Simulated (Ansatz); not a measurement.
System: Zn, space group Fm-3m (No. 225) (one of a set of cubic test structures, which need not be the stable phase).

Calculation (Ansatz 0.2.0 development build): equation of state of a cubic crystal from periodic Kohn-Sham density functional theory without spin, third-order Birch-Murnaghan fit to the free energies; pressure corrected for the finite basis. Level: r2SCAN.

structure type fcc; atoms in cell 1; space group number 225; lattice centring face-centred primitive; k mesh 15×15×15; occupation method Fermi–Dirac; occupation width 0.1 eV; wave cutoff 660 eV; datasets hand-made PAW; density tolerance 1e−09 eV; bands 14; density cutoff ratio 4; search for lower states default; xc grid level 2.

Predict the energy above the lowest point and pressure against volume. The volume takes the values 13.94, 14.39, 14.85, 15.30, 15.76 Å³/atom.

A third-order Birch–Murnaghan fit gives V0 = 14.30 Å³/atom, B0 = 86.7 GPa and B′ = 5.2. The energy above the lowest point is 2.4 meV/atom at volume 13.94 Å³/atom and 32.7 meV/atom at 15.76 Å³/atom; the lowest computed point is at volume 14.39 Å³/atom (0.0 meV/atom). The pressure falls from 2.366 GPa at volume 13.94 Å³/atom to −6.545 GPa at 15.76 Å³/atom, and changes sign near 14.31 Å³/atom.

```json
{"volume (Å³/atom)": "13.94", "energy above the lowest point (meV/atom)": "2.4", "pressure (GPa)": "2.366"}
{"volume (Å³/atom)": "14.39", "energy above the lowest point (meV/atom)": "0.0", "pressure (GPa)": "-0.560"}
{"volume (Å³/atom)": "14.85", "energy above the lowest point (meV/atom)": "5.1", "pressure (GPa)": "-2.959"}
{"volume (Å³/atom)": "15.30", "energy above the lowest point (meV/atom)": "16.4", "pressure (GPa)": "-4.931"}
{"volume (Å³/atom)": "15.76", "energy above the lowest point (meV/atom)": "32.7", "pressure (GPa)": "-6.545"}
```

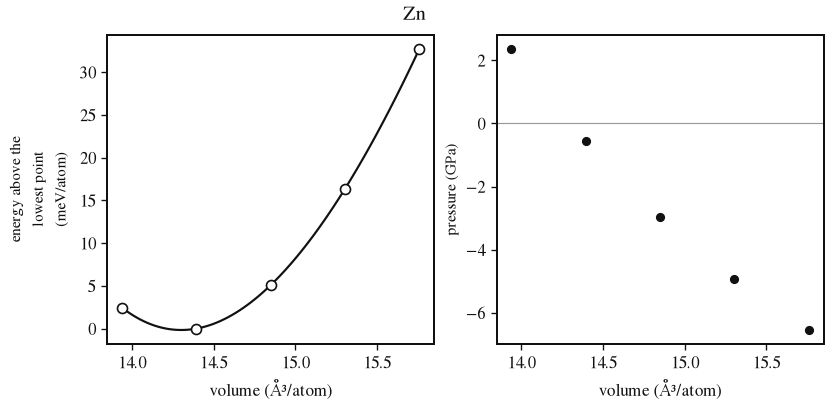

Caveats: cubic model structure, not the ambient form.
